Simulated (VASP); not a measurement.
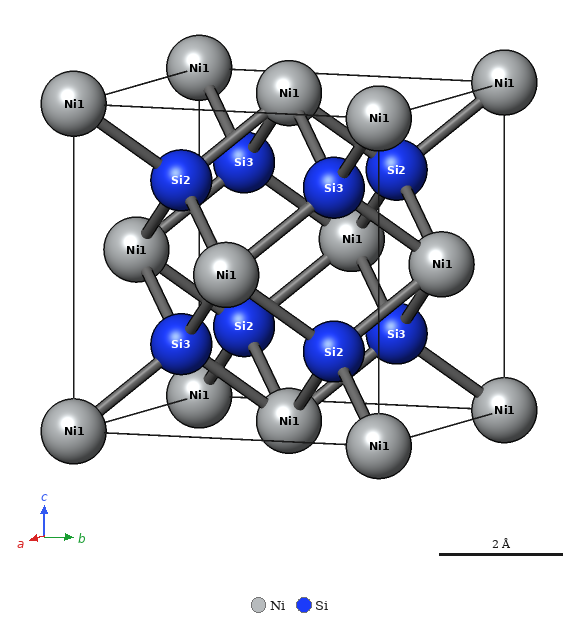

Fig. 1: The structure as given in the input (ball-and-stick view of the cell 4 times as large as that of the calculation, set on its symmetry axes, seen slightly off an axis; atoms are numbered from 1 in the order of the input). Near neighbours in the crystal (not all of them lie inside the picture): Ni has 8 Si at 2.33 Å; Si has 4 Ni at 2.33 Å.

**Geometry relaxation of NiSi₂ (part 1 of 2)**

System: NiSi₂ (Fm-3m, 3 atoms in the cell).
Method: Kohn-Sham DFT of a periodic cell, LDA, VASP PAW LDA potentials, recommended, no spin polarisation (VASP 6.6.1).

The structure was built on a prototype by a generator; it need not be a known phase.

OSZICAR:
```
N       E                     dE             d eps       ncg     rms          rms(c)
DAV:   1     0.770633016702E+02    0.77063E+02   -0.87766E+03  2704   0.160E+03
DAV:   2    -0.168963916006E+02   -0.93960E+02   -0.88734E+02  2774   0.272E+02
DAV:   3    -0.218259585322E+02   -0.49296E+01   -0.47931E+01  3480   0.695E+01
DAV:   4    -0.219335127118E+02   -0.10755E+00   -0.10734E+00  3198   0.952E+00
DAV:   5    -0.219365488540E+02   -0.30361E-02   -0.30349E-02  3623   0.168E+00    0.162E+01
DAV:   6    -0.260850606166E+02   -0.41485E+01   -0.51019E+01  2975   0.182E+02    0.237E+01
DAV:   7    -0.199978548534E+02    0.60872E+01   -0.15133E+01  3237   0.115E+02    0.386E+00
DAV:   8    -0.199495387676E+02    0.48316E-01   -0.21376E+00  4061   0.246E+01    0.269E+00
DAV:   9    -0.198925529850E+02    0.56986E-01   -0.28675E-01  3341   0.113E+01    0.541E-01
DAV:  10    -0.198914180229E+02    0.11350E-02   -0.10043E-02  3762   0.191E+00    0.253E-01
DAV:  11    -0.198911908137E+02    0.22721E-03   -0.69502E-04  3710   0.240E-01    0.457E-02
DAV:  12    -0.198912032788E+02   -0.12465E-04   -0.63265E-05  3873   0.172E-01    0.261E-02
DAV:  13    -0.198911959334E+02    0.73454E-05   -0.19990E-05  3737   0.120E-01    0.583E-03
DAV:  14    -0.198911961043E+02   -0.17089E-06   -0.22399E-06  2370   0.223E-02
   1 F= -.19891196E+02 E0= -.19891212E+02  d E =-.198912E+02
       N       E                     dE             d eps       ncg     rms          rms(c)
DAV:   1    -0.203713669602E+02   -0.48017E+00   -0.40860E+00  3115   0.456E+01    0.686E+00
DAV:   2    -0.214137301358E+02   -0.10424E+01   -0.11498E+01  3172   0.902E+01    0.105E+01
DAV:   3    -0.198893180085E+02    0.15244E+01   -0.41542E+00  3287   0.630E+01    0.781E-01
DAV:   4    -0.198987571928E+02   -0.94392E-02   -0.27856E-01  3807   0.586E+00    0.855E-01
DAV:   5    -0.198919548960E+02    0.68023E-02   -0.23937E-02  3383   0.365E+00    0.184E-01
DAV:   6    -0.198917866348E+02    0.16826E-03   -0.12716E-03  3622   0.662E-01    0.887E-02
DAV:   7    -0.198918021506E+02   -0.15516E-04   -0.17178E-04  3540   0.170E-01    0.164E-02
DAV:   8    -0.198918018766E+02    0.27394E-06   -0.50319E-06  3334   0.319E-02
   2 F= -.19891802E+02 E0= -.19891866E+02  d E =-.605772E-03
       N       E                     dE             d eps       ncg     rms          rms(c)
DAV:   1    -0.200027764256E+02   -0.11097E+00   -0.95947E-01  3009   0.225E+01    0.298E+00
DAV:   2    -0.201808190159E+02   -0.17804E+00   -0.20795E+00  3458   0.400E+01    0.471E+00
DAV:   3    -0.199036487669E+02    0.27717E+00   -0.10176E+00  3192   0.267E+01    0.684E-01
DAV:   4    -0.198992551041E+02    0.43937E-02   -0.26923E-02  3294   0.295E+00    0.112E-01
DAV:   5    -0.198992482344E+02    0.68697E-05   -0.10321E-03  3392   0.274E-01    0.691E-02
DAV:   6    -0.198992054109E+02    0.42824E-04   -0.38776E-05  3948   0.120E-01    0.254E-02
DAV:   7    -0.198992031951E+02    0.22158E-05   -0.14601E-05  4125   0.739E-02    0.743E-03
DAV:   8    -0.198992032574E+02   -0.62264E-07   -0.31367E-06  2564   0.334E-02
   3 F= -.19899203E+02 E0= -.19899246E+02  d E =-.800715E-02
       N       E                     dE             d eps       ncg     rms          rms(c)
DAV:   1    -0.198992491450E+02   -0.45950E-04   -0.42396E-04  3099   0.467E-01    0.665E-02
DAV:   2    -0.198993456839E+02   -0.96539E-04   -0.10626E-03  3302   0.888E-01    0.104E-01
DAV:   3    -0.198992017576E+02    0.14393E-03   -0.48544E-04  3246   0.612E-01    0.106E-02
DAV:   4    -0.198992007933E+02    0.96434E-06   -0.11414E-05  2919   0.296E-02    0.362E-03
DAV:   5    -0.198992006218E+02    0.17146E-06   -0.44137E-07  1512   0.168E-02
   4 F= -.19899201E+02 E0= -.19899243E+02  d E =-.800452E-02
```

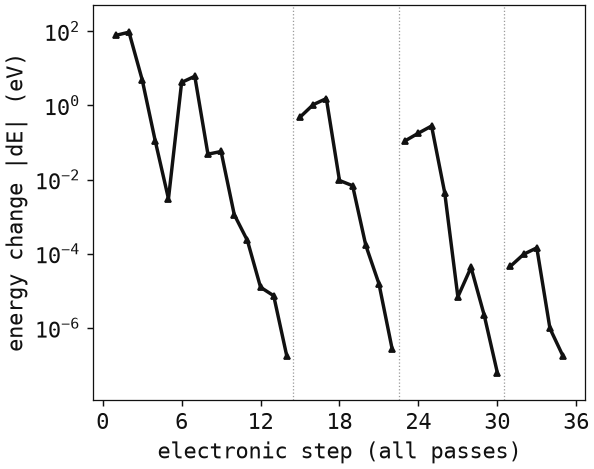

Fig. 2: Convergence of the self-consistent field: energy change |dE| against the electronic step. Each stretch between dotted lines is the SCF of one geometry step of a relaxation. The 4 ionic steps take 5 to 14 electronic steps each. The density is held fixed in the first few steps, and dE rises again when its update begins.

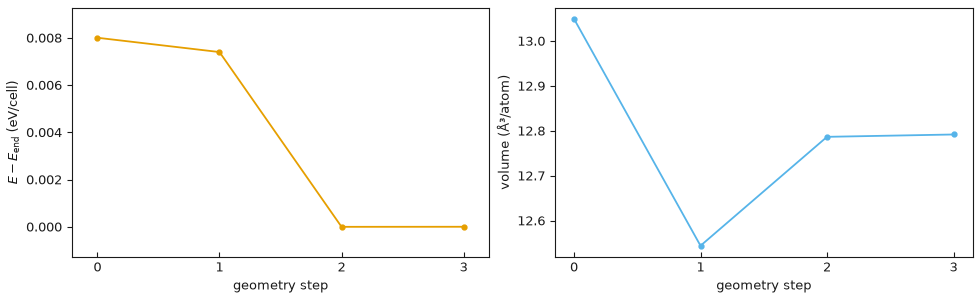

Fig. 3: Progress of the relaxation, step by step (steps are counted from 0).

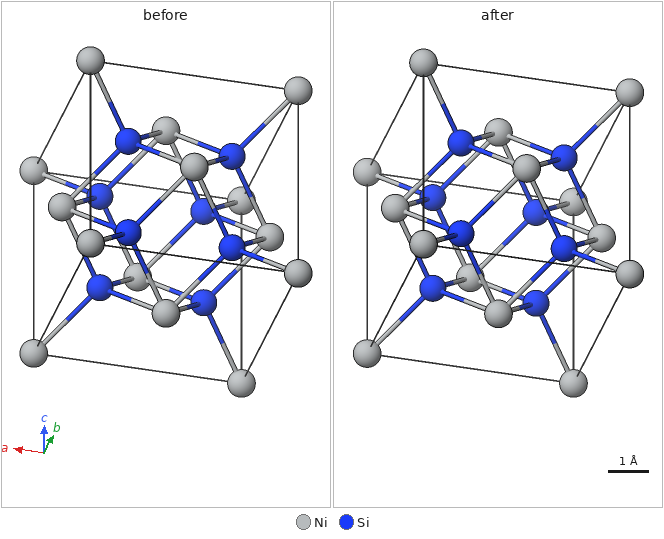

Fig. 4: Before (left) and after (right) the relaxation, at one scale (ball-and-stick view of the cell 4 times as large as that of the calculation, set on its symmetry axes, seen at an oblique angle). After 3 geometry steps the energy has fallen by 8.0 meV per cell of the calculation. All forces vanish by symmetry, so only the cell relaxes. The atoms keep their places relative to the cell (all moves are under 0.005 Å). The drawn cell changes as follows: a = b = c 5.390 → 5.354 Å (−0.7 %); the volume changes by −2.0 %. Among the contacts that change: Ni1–Si2 2.334 → 2.318 Å. The space group stays Fm-3m (No. 225). (Atoms are counted from 1 in the order of the input.)

Parts of OUTCAR:
```
PREC = Accurate
   ENCUT = 600
   EDIFF = 1E-6
   ISMEAR = 1
   LREAL = False
   LASPH = True
   NELM = 120
   ISIF = 3
   GGA = CA
   IBRION = 2
   NSW = 60
   EDIFFG = -0.005

 ion  position               nearest neighbor table
   1  0.000  0.000  0.000-   3 2.33   3 2.33   3 2.33   2 2.33   2 2.33   2 2.33   3 2.33   2 2.33

   2  0.250  0.250  0.250-   1 2.33   1 2.33   1 2.33   1 2.33   3 2.69   3 2.69   3 2.69   3 2.69
                             3 2.69   3 2.69
   3  0.750  0.750  0.750-   1 2.33   1 2.33   1 2.33   1 2.33   2 2.69   2 2.69   2 2.69   2 2.69
                             2 2.69   2 2.69

  LATTYP: Found a face centered cubic cell.
 ALAT       =     5.3900000000

  Lattice vectors:

 A1 = (   0.0000000000,   2.6950000000,   2.6950000000)
 A2 = (   2.6950000000,   0.0000000000,   2.6950000000)
 A3 = (   2.6950000000,   2.6950000000,   0.0000000000)

Analysis of symmetry for initial positions (statically):
=====================================================================
 Subroutine PRICEL returns:
 Original cell was already a primitive cell.

 Routine SETGRP: Setting up the symmetry group for a
 face centered cubic supercell.

 Subroutine GETGRP returns: Found 48 space group operations
 (whereof 48 operations were pure point group operations)
 out of a pool of 48 trial point group operations.

The static configuration has the point symmetry O_h .

Analysis of symmetry for dynamics (positions and initial velocities):
=====================================================================
 Subroutine PRICEL returns:
 Original cell was already a primitive cell.

 Routine SETGRP: Setting up the symmetry group for a
 face centered cubic supercell.

 Subroutine GETGRP returns: Found 48 space group operations
 (whereof 48 operations were pure point group operations)
 out of a pool of 48 trial point group operations.

The dynamic configuration has the point symmetry O_h .

 Subroutine INISYM returns: Found 48 space group operations
 (whereof 48 operations are pure point group operations),
 and found     1 'primitive' translations

----------------------------------------------------------------------------------------

                                     Primitive cell

  volume of cell :      39.1477

  direct lattice vectors                    reciprocal lattice vectors
     0.000000000  2.695000000  2.695000000    -0.185528757  0.185528757  0.185528757
     2.695000000  0.000000000  2.695000000     0.185528757 -0.185528757  0.185528757
     2.695000000  2.695000000  0.000000000     0.185528757  0.185528757 -0.185528757

  length of vectors
     3.811305551  3.811305551  3.811305551     0.321345233  0.321345233  0.321345233

  position of ions in fractional coordinates (direct lattice)
     0.000000000  0.000000000  0.000000000
     0.250000000  0.250000000  0.250000000
     0.750000000  0.750000000  0.750000000

  ion indices of the primitive-cell ions
   primitive index   ion index
                 1           1
                 2           2
                 3           3

----------------------------------------------------------------------------------------

 KPOINTS: regular mesh

Automatic generation of k-mesh.
 Grid dimensions read from file:
 generate k-points for:   14   14   14

 Generating k-lattice:

  Cartesian coordinates                     Fractional coordinates (reciprocal lattice)
    -0.013252054  0.013252054  0.013252054     0.071428571  0.000000000  0.000000000
     0.013252054 -0.013252054  0.013252054     0.000000000  0.071428571  0.000000000
     0.013252054  0.013252054 -0.013252054     0.000000000  0.000000000  0.071428571

  Length of vectors
     0.022953231  0.022953231  0.022953231

  Shift w.r.t. Gamma in fractional coordinates (k-lattice)
     0.000000000  0.000000000  0.000000000

 Subroutine IBZKPT returns following result:
 ===========================================

 Found    104 irreducible k-points:

 Following reciprocal coordinates:
            Coordinates               Weight
  0.000000  0.000000  0.000000      1.000000
  0.071429  0.000000  0.000000      8.000000
  0.142857  0.000000  0.000000      8.000000
  0.214286  0.000000  0.000000      8.000000
  0.285714  0.000000  0.000000      8.000000
  0.357143  0.000000  0.000000      8.000000
  0.428571  0.000000  0.000000      8.000000
  0.500000  0.000000  0.000000      4.000000
  0.071429  0.071429  0.000000      6.000000
  0.142857  0.071429  0.000000     24.000000
  0.214286  0.071429  0.000000     24.000000
  0.285714  0.071429  0.000000     24.000000
  0.357143  0.071429  0.000000     24.000000
  0.428571  0.071429  0.000000     24.000000
  0.500000  0.071429  0.000000     24.000000
 -0.428571  0.071429  0.000000     24.000000
 -0.357143  0.071429  0.000000     24.000000
 -0.285714  0.071429  0.000000     24.000000
 -0.214286  0.071429  0.000000     24.000000
 -0.142857  0.071429  0.000000     24.000000
 -0.071429  0.071429  0.000000     12.000000
  0.142857  0.142857  0.000000      6.000000
  0.214286  0.142857  0.000000     24.000000
  0.285714  0.142857  0.000000     24.000000
 [... further k-points ...]
   k-points           NKPTS =    104   k-points in BZ     NKDIM =    104   number of bands    NBANDS=     13
   number of dos      NEDOS =    301   number of ions     NIONS =      3
   total plane-waves  NPLWV =  27000
   dimension x,y,z NGX =    30 NGY =   30 NGZ =   30
   dimension x,y,z NGXF=    60 NGYF=   60 NGZF=   60
   ions per type =               1   2
   NGX,Y,Z   is equivalent  to a cutoff of  13.09, 13.09, 13.09 a.u.
   NGXF,Y,Z  is equivalent  to a cutoff of  26.17, 26.17, 26.17 a.u.
 SYSTEM =  unknown system
   PREC   = accura    normal or accurate (medium, high low for compatibility)
   ISTART =      0    job   : 0-new  1-cont  2-samecut
   ICHARG =      2    charge: 1-file 2-atom 10-const
   ISPIN  =      1    spin polarized calculation?
   LNONCOLLINEAR =      F non collinear calculations
   LSORBIT =      F    spin-orbit coupling
   LASPH  =      T    aspherical Exc in radial PAW
   ENCUT  =  600.0 eV  44.10 Ry    6.64 a.u.   7.61  7.61  7.61*2*pi/ulx,y,z
   NELM   =    120;   NELMIN=  2; NELMDL= -5     # of ELM steps
   EDIFF  = 0.1E-05   stopping-criterion for ELM
   LREAL  =      F    real-space projection
   EDIFFG = -.5E-02   stopping-criterion for IOM
   NSW    =     60    number of steps for IOM
   IBRION =      2    ionic relax: 0-MD 1-quasi-New 2-CG
   NFREE  =      1    steps in history (QN), initial steepest desc. (CG)
   ISIF   =      3    stress and relaxation
   ISYM   =      2    0-nonsym 1-usesym 2-fastsym
   POTIM  = 0.5000    time-step for ionic-motion
   TEBEG  =    0.0;   TEEND  =   0.0 temperature during run
   PSTRESS=    0.0 pullay stress
   NELECT =      18.0000    total number of electrons
   NUPDOWN=      -1.0000    fix difference up-down
   EMIN   =  10.00;   EMAX   =-10.00  energy-range for DOS
   EFERMI =   0.00;   METHOD = LEGACY
   ISMEAR =     1;   SIGMA  =   0.10  broadening in eV -4-tet -1-fermi 0-gaus
   EFERMI_NEDOS =   21; number of points for ismear=-14 and -15
   IALGO  =     38    algorithm
   IMIX   =      4    mixing-type and parameters
     AMIX     =   0.40;   BMIX     =  1.00
     AMIX_MAG =   1.60;   BMIX_MAG =  1.00
  volume/ion in A,a.u.               =      13.05        88.06
  Fermi-wavevector in a.u.,A,eV,Ry     =   1.263563  2.387788 21.722945  1.596591
  Thomas-Fermi vector in A             =   2.396913
   LORBIT       =      0    0 simple, 1 ext, 2 COOP (PROOUT), +10 PAW based schemes
   GGA     = CA    functional components
   LHFCALC =     F    Hartree Fock is set to
   AEXX    =    0.0000 exact exchange contribution
   IVDW    =     0    specifies the selected vdW correction
   LEPSILON=     F    determine dielectric tensor
   LRPA    =     F    only Hartree local field effects (RPA)
 conjugate gradient relaxation of ions
 non-spin polarized calculation
 Methfessel and Paxton  Order N= 1 SIGMA  =   0.10
  energy-cutoff  :      600.00
  volume of cell :       39.15
 maximum number of plane-waves:      1326
   NGX = 15   NGY = 15   NGZ = 15

--------------------------------------- Ionic step        1  -------------------------------------------

 number of electron      17.9999991 magnetization

 Free energy of the ion-electron system (eV)
  ---------------------------------------------------
  ext. energy  EPLUGINS =         0.00000000
  ---------------------------------------------------
  free energy    TOTEN  =       -19.89119610 eV

  energy without entropy =      -19.89124521  energy(sigma->0) =      -19.89121247

------------------------ aborting loop because EDIFF is reached ----------------------------------------
```
